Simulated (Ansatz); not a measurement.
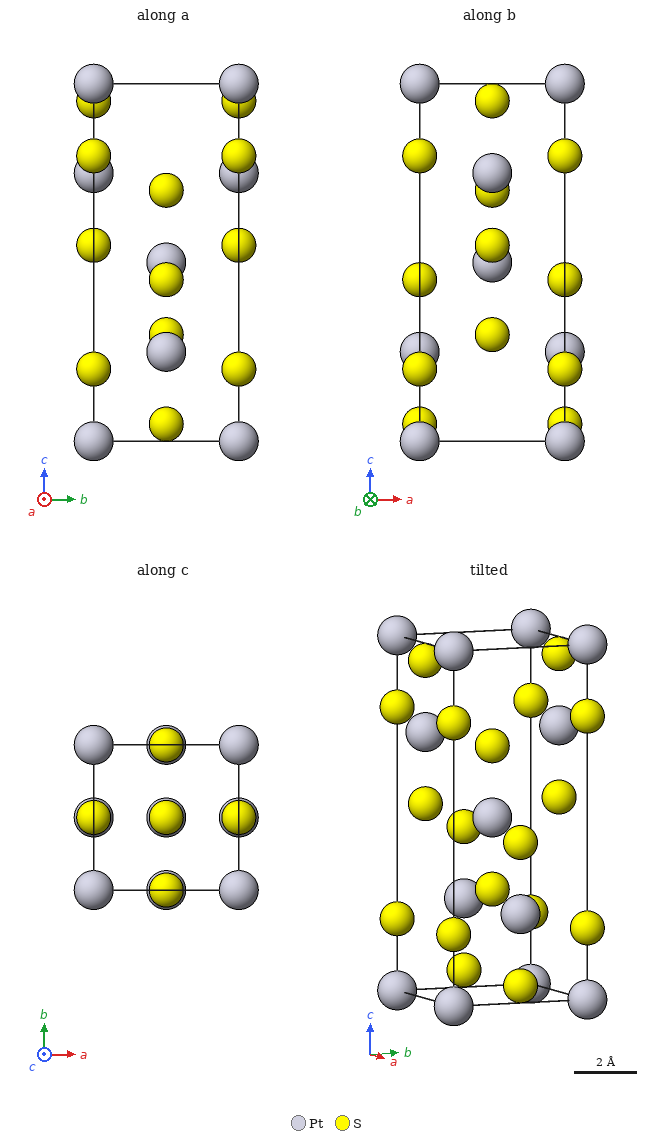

Drawn in the spheres-only manner and seen along the a axis, along the b axis, along the c axis and slightly off an axis. The edges of the conventional unit cell are marked.

Lattice parameters: a = 4.6877 Å, b = 4.6877 Å, c = 11.5484 Å, α = 90.000°, β = 90.000°, γ = 90.000°.

### Reconstruct the structure as a CIF with its space group and independent sites, with free fractional coordinates to two decimals.

```cif
data_structure
_symmetry_space_group_name_H-M 'I 41/a m d :1'
_symmetry_Int_Tables_number 141
_cell_length_a 4.6877
_cell_length_b 4.6877
_cell_length_c 11.5484
_cell_angle_alpha 90.000
_cell_angle_beta 90.000
_cell_angle_gamma 90.000
_cell_volume 253.77
loop_
_atom_site_label
_atom_site_type_symbol
_atom_site_symmetry_multiplicity
_atom_site_Wyckoff_symbol
_atom_site_fract_x
_atom_site_fract_y
_atom_site_fract_z
_atom_site_occupancy
Pt1 Pt 4 a 0.00 0.50 0.25 1
S1 S 8 e 0.00 0.50 0.05 1
```

Starting structure: a structure type filled with these elements by a generator (whether the compound takes this form wasn't checked). It is drawn as it came out of a relaxation with Ansatz 0.2.0, DFT, r2SCAN+rVV10, plane waves, PAW.
